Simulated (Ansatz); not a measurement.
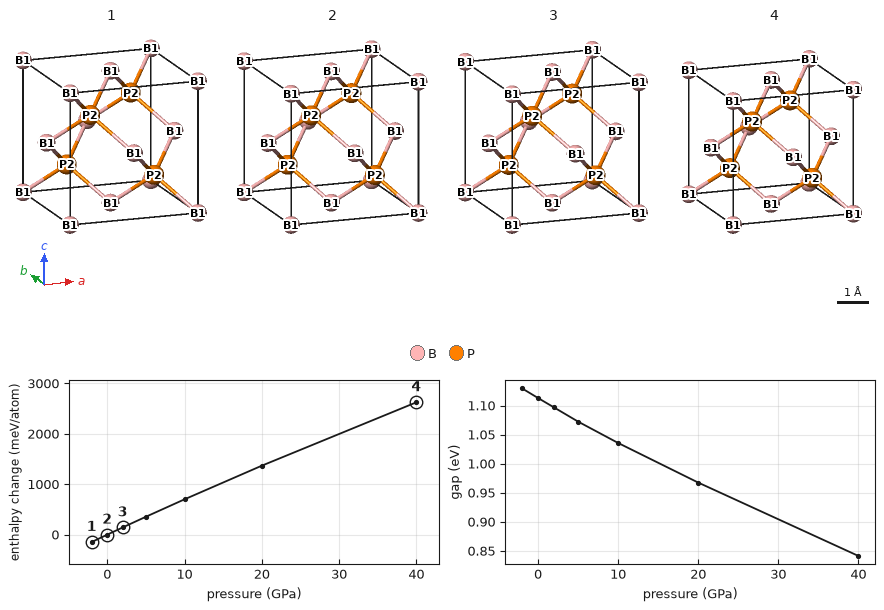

Members of a series of calculations on crystalline BP (set up in F-43m), marked on the first curve. The picture is a ball-and-stick view of the conventional cell (4 times the calculation's cell), seen slightly off an axis. Lengths and directions refer to the drawn axes.

All numbers below come from DFT PBEsol, scalar-relativistic, plane waves, PAW in Ansatz 0.2.0. Set-up: plane-wave cutoff 420 eV; occupations gaussian; smearing width 0.02 eV; no spin polarisation. The k-mesh is chosen for each cell (10×10×10, 12×12×12).

Q: How does the crystal respond to pressure?

A: The structure is relaxed at several pressures. 1 (pressure −2.0 GPa): enthalpy change −145 meV/atom, volume 11.68 Å³ per atom, gap 1.13 eV. 2 (pressure 0.0 GPa): enthalpy change 0.0 meV/atom, volume 11.54 Å³ per atom, gap 1.11 eV. 3 (pressure 2.0 GPa): enthalpy change 143 meV/atom, volume 11.41 Å³ per atom, gap 1.10 eV. 4 (pressure 40.0 GPa): enthalpy change 2626 meV/atom, volume 9.72 Å³ per atom, gap 0.84 eV. The rest compares 1 with 4. Cell: a = b = c 4.538 → 4.269 Å (−5.9 %). Volume −16.8 %. Among the bonded contacts that change: B–P 1.965 → 1.848 Å.
